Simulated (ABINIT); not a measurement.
**W: single-point calculation**

System: W (Im-3m, 1 atom in the cell).
Method: Kohn-Sham DFT of a periodic cell, PBE, JTH PAW PBE v2.0, no spin polarisation (ABINIT 10.8.3).

The structure derives from an entry of the Crystallography Open Database.

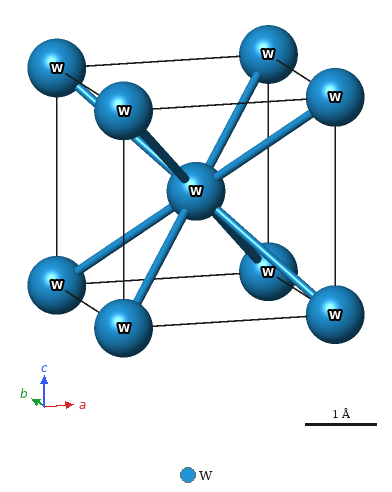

*The structure as given in the input (ball-and-stick view of the cell 2 times as large as that of the calculation, set on its symmetry axes, seen slightly off an axis).*

Near neighbours in the crystal (not all of them lie inside the picture): W has 8 W at 2.74 Å.

Results in brief

```json
{"quantity": "outcome", "value": "converged"}
{"quantity": "space group (tolerance 0.01 Å)", "value": "Im-3m (229)"}
{"quantity": "electrons treated", "value": "14"}
{"quantity": "free energy", "value": "−1878.4650 eV"}
{"quantity": "Fermi energy", "value": "9.726 eV"}
{"quantity": "gap on the k-point mesh", "value": "none (metallic)"}
{"quantity": "pressure", "value": "5.33 GPa"}
{"quantity": "largest force (length of the vector)", "value": "under 0.001 eV/Å"}
{"quantity": "hardware", "value": "1 thread of Intel Xeon (Granite Rapids), 16 GiB of memory available, shared host"}
{"quantity": "wall time", "value": "8.3 s"}
{"quantity": "peak memory", "value": "0.09 GiB"}
```

Notes

Spin–orbit coupling is left out, which matters for W. The cell is under a pressure of 5.3 GPa at this level, so it is not at its equilibrium volume.

The input
```
# Pseudopotentials
pp_dirpath "./"
pseudos "W.GGA_PBE-JTH.xml"

# Structure
structure "poscar:POSCAR"
natom 1

# Plane-wave basis
ecut 435.382180 eV
pawecutdg 32.0

# k points
kptopt 1
ngkpt 12 12 12
nshiftk 1
shiftk 0.0 0.0 0.0

# Exchange and correlation
ixc 11

# Bands and occupations
nband 11
occopt 3
tsmear 0.00183747

# SCF cycle
nstep 100
tolvrs 1.0e-9

# Output
iomode 3
prtwf 0
prtden 0
prteig 0
prtebands 0
```

File POSCAR
```
W
1.0
   -1.5823450000      1.5823450000      1.5823450000
    1.5823450000     -1.5823450000      1.5823450000
    1.5823450000      1.5823450000     -1.5823450000
W
1
Direct
    0.0000000000      0.0000000000      0.0000000000  W
```

Run as:
```bash
abinit run.abi > log 2>&1
```

Log
```
.Version 10.8.3 of ABINIT
 Symmetries : space group Im -3 m (#229); Bravais cI (body-center cubic)
================================================================================
 Values of the parameters that define the memory need of the present run
     intxc =       0    ionmov =       0      iscf =      17    lmnmax =      18
     lnmax =       6     mgfft =      20  mpssoang =       3    mqgrid =    3001
     natom =       1  nloc_mem =       2    nspden =       1   nspinor =       1
    nsppol =       1      nsym =      48    n1xccc =       1    ntypat =       1
    occopt =       3   xclevel =       2
       mpw =         339          nfft =        8000          nkpt =          72
 PAW method is used; the additional fine FFT grid is defined by:
   mgfftf=        30    nfftf =     27000
================================================================================
================================================================================

--------------------------------------------------------------------------------
------------- Echo of variables that govern the present computation ------------
--------------------------------------------------------------------------------
 -outvars: echo values of preprocessed input variables --------
            acell      1.0000000000E+00  1.0000000000E+00  1.0000000000E+00 Bohr
              amu      1.83850000E+02
             ecut      1.60000000E+01 Hartree
                       outvar_i_n : Printing only first  50 k-points.
              ixc          11
                       outvar_i_n : Printing only first  50 k-points.
         kptrlatt       12    0    0      0   12    0      0    0   12
          kptrlen      6.21501126E+01
            natom           1
            nband          11
            ngfft          20      20      20
          ngfftdg          30      30      30
             nkpt          72
            nstep         100
             nsym          48
           ntypat           1
                       prtocc : prtvol=0, do not print more k-points.
           occopt           3
        pawecutdg      3.20000000E+01 Hartree
         pawxcdev           0
           prtden           0
        prtebands           0
           prteig           0
            prtwf           0
            rprim     -2.9901986867E+00  2.9901986867E+00  2.9901986867E+00
                       2.9901986867E+00 -2.9901986867E+00  2.9901986867E+00
                       2.9901986867E+00  2.9901986867E+00 -2.9901986867E+00
          spgroup         229
           tolvrs      1.00000000E-09
           tsmear      1.83747000E-03 Hartree
            typat      1
           useylm           1
                       outvars : Printing only first  50 k-points.
            znucl       74.00000

================================================================================

 chkinp: Checking input parameters for consistency.

================================================================================
== DATASET  1 ==================================================================

--- !DatasetInfo
iteration_state: {dtset: 1, }
dimensions: {natom: 1, nkpt: 72, mband: 11, nsppol: 1, nspinor: 1, nspden: 1, mpw: 339, }
cutoff_energies: {ecut:  16.0, pawecutdg:  32.0, }
electrons: {nelect:   1.40000000E+01, charge:   0.00000000E+00, occopt:   3.00000000E+00, tsmear:   1.83747000E-03, }
meta: {optdriver: 0, ionmov: 0, optcell: 0, iscf: 17, paral_kgb: 0, }
...

 Exchange-correlation functional for the present dataset will be:
  GGA: Perdew-Burke-Ernzerhof functional - ixc=11
  J.P.Perdew, K.Burke, M.Ernzerhof, PRL 77, 3865 (1996)

 Real(R)+Recip(G) space primitive vectors, cartesian coordinates (Bohr,Bohr^-1):
 R(1)= -2.9901987  2.9901987  2.9901987  G(1)=  0.0000000  0.1672130  0.1672130
 R(2)=  2.9901987 -2.9901987  2.9901987  G(2)=  0.1672130  0.0000000  0.1672130
 R(3)=  2.9901987  2.9901987 -2.9901987  G(3)=  0.1672130  0.1672130  0.0000000
 Unit cell volume ucvol=  1.0694491E+02 bohr^3
 Angles (23,13,12)=  1.09471221E+02  1.09471221E+02  1.09471221E+02 degrees

 Coarse grid specifications (used for wave-functions):

 getcut: wavevector=  0.0000  0.0000  0.0000  ngfft=  20  20  20
         ecut(hartree)=     16.000   => boxcut(ratio)=   2.14994

 Fine grid specifications (used for densities):

 getcut: wavevector=  0.0000  0.0000  0.0000  ngfft=  30  30  30
         ecut(hartree)=     32.000   => boxcut(ratio)=   2.27468

 getcut : COMMENT -
  Note that boxcut > 2.2 ; recall that boxcut=Gcut(box)/Gcut(sphere) = 2
  is sufficient for exact treatment of convolution.
  Such a large boxcut is a waste : you could raise ecut
  e.g. ecut=   41.393383 Hartrees makes boxcut=2

--- Pseudopotential description ------------------------------------------------
- pspini: atom type   1  psp file is ./W.GGA_PBE-JTH.xml
 Pseudopotential format is: paw10
 basis_size (lnmax)=  6 (lmn_size= 18), orbitals=   0   0   1   1   2   2
 Spheres core radius: rc_sph= 2.41188978
 Shapefunction is BESSEL type: shapef(r,l)=aa(1,l)*jl(q(1,l)*r)+aa(2,l)*jl(q(2,l)*r)
 Radius for shape functions =  2.10354610
 Compensation charge density is not taken into account in XC energy/potential

   6.59015510E+02                                ecore*ucvol(ha*bohr**3)
--------------------------------------------------------------------------------

================================================================================

--- !BeginCycle
iteration_state: {dtset: 1, }
solver: {iscf: 17, nstep: 100, nline: 4, wfoptalg: 10, }
tolerances: {tolvrs: 1.00E-09, }
...

     iter   Etot(hartree)      deltaE(h)  residm     nres2
 ETOT  1  -67.316201422662    -6.732E+01 1.291E+01 5.598E+00
 ETOT  2  -69.059565697774    -1.743E+00 6.238E-02 6.625E+00
 ETOT  3  -69.040445633909     1.912E-02 2.937E-02 2.061E+00
 ETOT  4  -69.031704073409     8.742E-03 6.479E-03 2.628E-02
 ETOT  5  -69.032631631185    -9.276E-04 1.223E-02 9.466E-02
 ETOT  6  -69.032303525616     3.281E-04 2.926E-03 4.436E-04
 ETOT  7  -69.032318361032    -1.484E-05 3.593E-03 6.061E-04
 ETOT  8  -69.032318868896    -5.079E-07 3.427E-04 5.395E-04
 ETOT  9  -69.032317263250     1.606E-06 1.715E-04 1.093E-04
 ETOT 10  -69.032316844111     4.191E-07 1.151E-04 6.714E-08
 ETOT 11  -69.032316863244    -1.913E-08 5.738E-05 1.353E-07
 ETOT 12  -69.032316862889     3.546E-10 3.575E-05 7.032E-08
 ETOT 13  -69.032316862727     1.621E-10 1.809E-05 3.788E-08
 ETOT 14  -69.032316862561     1.658E-10 1.449E-05 8.008E-09
 ETOT 15  -69.032316862536     2.554E-11 1.152E-05 3.061E-09
 ETOT 16  -69.032316862532     3.723E-12 1.642E-05 2.485E-09
 ETOT 17  -69.032316862530     1.606E-12 1.457E-05 2.414E-09
 ETOT 18  -69.032316862527     3.666E-12 1.846E-05 1.548E-09
 ETOT 19  -69.032316862519     8.043E-12 1.723E-05 1.591E-12

 At SCF step   19       nres2   =  1.59E-12 < tolvrs=  1.00E-09 =>converged.

 Cartesian components of stress tensor (hartree/bohr^3)
  sigma(1 1)= -1.81177689E-04  sigma(3 2)=  0.00000000E+00
  sigma(2 2)= -1.81177689E-04  sigma(3 1)=  0.00000000E+00
  sigma(3 3)= -1.81177689E-04  sigma(2 1)=  0.00000000E+00

--- !ResultsGS
iteration_state: {dtset: 1, }
comment   : Summary of ground state results
lattice_vectors:
- [ -2.9901987,   2.9901987,   2.9901987, ]
- [  2.9901987,  -2.9901987,   2.9901987, ]
- [  2.9901987,   2.9901987,  -2.9901987, ]
lattice_lengths: [   5.17918,    5.17918,    5.17918, ]
lattice_angles: [109.471, 109.471, 109.471, ] # degrees, (23, 13, 12)
lattice_volume:   1.0694491E+02
convergence: {deltae:  8.043E-12, res2:  1.591E-12, residm:  1.723E-05, diffor: null, }
etotal    :  -6.90323169E+01
entropy   :   0.00000000E+00
fermie    :   3.57408113E-01
cartesian_stress_tensor: # hartree/bohr^3
- [ -1.81177689E-04,   0.00000000E+00,   0.00000000E+00, ]
- [  0.00000000E+00,  -1.81177689E-04,   0.00000000E+00, ]
- [  0.00000000E+00,   0.00000000E+00,  -1.81177689E-04, ]
pressure_GPa:   5.3304E+00
xred      :
- [  0.0000E+00,   0.0000E+00,   0.0000E+00,  W]
cartesian_forces: # hartree/bohr
- [ -0.00000000E+00,  -0.00000000E+00,  -0.00000000E+00, ]
force_length_stats: {min:   0.00000000E+00, max:   0.00000000E+00, mean:   0.00000000E+00, }
...

 Integrated electronic density in atomic spheres:
 ------------------------------------------------
 Atom  Sphere_radius  Integrated_density
    1        2.41189         11.75059417

================================================================================

 ----iterations are completed or convergence reached----

 Mean square residual over all n,k,spin=   22.793E-09; max=  17.228E-06
 reduced coordinates (array xred) for    1 atoms
       0.000000000000      0.000000000000      0.000000000000
 rms dE/dt=  0.0000E+00; max dE/dt=  0.0000E+00; dE/dt below (all hartree)
    1       0.000000000000      0.000000000000      0.000000000000

 cartesian coordinates (angstrom) at end:
    1      0.00000000000000     0.00000000000000     0.00000000000000

 cartesian forces (hartree/bohr) at end:
    1     -0.00000000000000    -0.00000000000000    -0.00000000000000
 frms,max,avg= 0.0000000E+00 0.0000000E+00   0.000E+00  0.000E+00  0.000E+00 h/b

 cartesian forces (eV/Angstrom) at end:
    1     -0.00000000000000    -0.00000000000000    -0.00000000000000
 frms,max,avg= 0.0000000E+00 0.0000000E+00   0.000E+00  0.000E+00  0.000E+00 e/A
 length scales=  1.000000000000  1.000000000000  1.000000000000 bohr
              =  0.529177210544  0.529177210544  0.529177210544 angstroms
 Fermi (or HOMO) energy (hartree) =   0.35741   Average Vxc (hartree)=  -0.48854
 Eigenvalues (hartree) for nkpt=  72  k points:
 kpt#   1, nband= 11, wtk=  0.00058, kpt=  0.0000  0.0000  0.0000 (reduced coord)
  -2.36661   -1.02721   -1.02721   -1.02721    0.00591    0.31544    0.31544    0.31544
   0.44360    0.44360    0.90482
      occupation numbers for kpt#   1
   2.00000    2.00000    2.00000    2.00000    2.00000    2.00000    2.00000    2.00000
   0.00000    0.00000    0.00000
 prteigrs : prtvol=0 or 1, do not print more k-points.

--- !EnergyTerms
iteration_state     : {dtset: 1, }
comment             : Components of total free energy in Hartree
kinetic             :  6.78123868914488E+00
hartree             :  9.99496832916684E+00
xc                  : -7.66413620503168E+00
Ewald energy        : -5.96356489015692E+01
psp_core            :  6.16219596828731E+00
local_psp           : -2.81317314328551E+01
PAW spherical_terms :  3.46097013651431E+00
internal            : -6.90321434163426E+01
'-kT*entropy'       : -1.73877272097550E-04
total_energy        : -6.90323172936147E+01
total_energy_eV     : -1.87846504933166E+03
...

--- !EnergyTermsDC
iteration_state     : {dtset: 1, }
comment             : '"Double-counting" decomposition of free energy'
band_energy         : -9.60139823773137E+00
Ewald energy        : -5.96356489015692E+01
psp_core            :  6.16219596828731E+00
xc_dc               : -1.34111107230833E+01
PAW spherical_terms :  7.45381890884992E+00
internal            : -6.90321429852467E+01
'-kT*entropy'       : -1.73877272097550E-04
total_energy_dc     : -6.90323168625188E+01
total_energy_dc_eV  : -1.87846503760095E+03
...

--- !EnergyTermsWithPAWCore
iteration_state     : {dtset: 1, }
comment             : 'Components of total free energy, including PAW core contributions'
Total energy        : -1.61429316387037E+04
Total energy DC     : -1.61429316382726E+04
Total energy (eV)   : -4.39271547963234E+05
Total energy DC (eV): -4.39271547951504E+05
...

 Cartesian components of stress tensor (hartree/bohr^3)
  sigma(1 1)= -1.81177689E-04  sigma(3 2)=  0.00000000E+00
  sigma(2 2)= -1.81177689E-04  sigma(3 1)=  0.00000000E+00
  sigma(3 3)= -1.81177689E-04  sigma(2 1)=  0.00000000E+00

-Cartesian components of stress tensor (GPa)         [Pressure=  5.3304E+00 GPa]
- sigma(1 1)= -5.33043164E+00  sigma(3 2)=  0.00000000E+00
- sigma(2 2)= -5.33043164E+00  sigma(3 1)=  0.00000000E+00
- sigma(3 3)= -5.33043164E+00  sigma(2 1)=  0.00000000E+00

== END DATASET(S) ==============================================================
================================================================================

 -outvars: echo values of variables after computation  --------
            acell      1.0000000000E+00  1.0000000000E+00  1.0000000000E+00 Bohr
           etotal     -6.9032316863E+01
            fcart     -0.0000000000E+00 -0.0000000000E+00 -0.0000000000E+00
            rprim     -2.9901986867E+00  2.9901986867E+00  2.9901986867E+00
                       2.9901986867E+00 -2.9901986867E+00  2.9901986867E+00
                       2.9901986867E+00  2.9901986867E+00 -2.9901986867E+00
           strten     -1.8117768897E-04 -1.8117768897E-04 -1.8117768897E-04
                       0.0000000000E+00  0.0000000000E+00  0.0000000000E+00
 Calculation completed.
```
